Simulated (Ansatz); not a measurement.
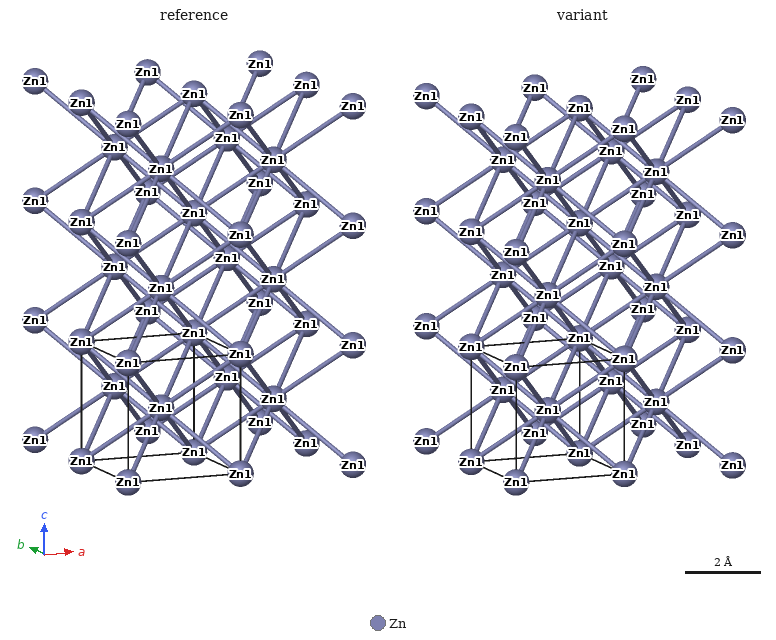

Left: a symmetric starting cell of Zn (made from another compound by putting Zn in place of Mg). Right: the same structure after one change, at the same scale. A ball-and-stick model of the conventional cell (2 times the calculation's cell), repeated 2 × 2 × 3 with one cell outlined, seen slightly off an axis. Lengths and directions refer to the drawn axes.

The calculation used DFT PBEsol, scalar-relativistic, plane waves, PAW (Ansatz). Settings: plane-wave cutoff 420 eV; k-point mesh 18 × 18 × 18; occupations gaussian; smearing width 0.1 eV; no spin polarisation.

What distinguishes the right structure from the left one?

Answer. All lengths are scaled by −3.7 % (volume −10.7 %), the atoms keeping their fractional coordinates. No relaxation follows. The starting cell wasn't computed here and needn't be at equilibrium, so pressure and forces aren't due to the change alone.

And its effect?

Answer. The pressure is −5.2 GPa (not all of it need come from the change, since the unchanged cell can be under pressure at this level too). All forces vanish by symmetry. Among the bonded contacts that change: Zn–Zn 2.822 → 2.718 Å. The space group stays Im-3m (No. 229).
